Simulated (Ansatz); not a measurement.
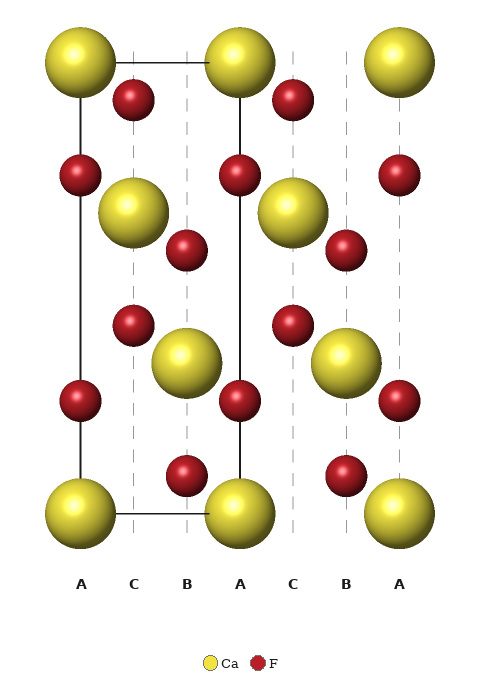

Projection along an edge of the hexagonal mesh, stacking direction [111] upwards. The dashed lines mark the three columns A (0, 0), B (1/3, 2/3) and C (2/3, 1/3). The box is the hexagonal cell of the face-centred cubic lattice. The sequence starts with the first layer at or above the cell's origin.

CaF2 (space group Fm-3m, No. 225). Coordinates: the geometry relaxed (final pressure about -1.9 GPa) with Ansatz 0.2.0, DFT, PAW plane waves, r2scan.

Read off the stacking sequence over one period.

Ca(A) – F(B) – F(A) – Ca(B) – F(C) – F(B) – Ca(C) – F(A) – F(C) (nine layers in 9.49 Å).

Heights of the layers:

```csv
layer,atoms (column),height (Å),to next (Å)
1,Ca(A),0.00,0.79
2,F(B),0.79,1.58
3,F(A),2.37,0.79
4,Ca(B),3.16,0.79
5,F(C),3.95,1.58
6,F(B),5.54,0.79
7,Ca(C),6.33,0.79
8,F(A),7.12,1.58
9,F(C),8.70,0.79
```
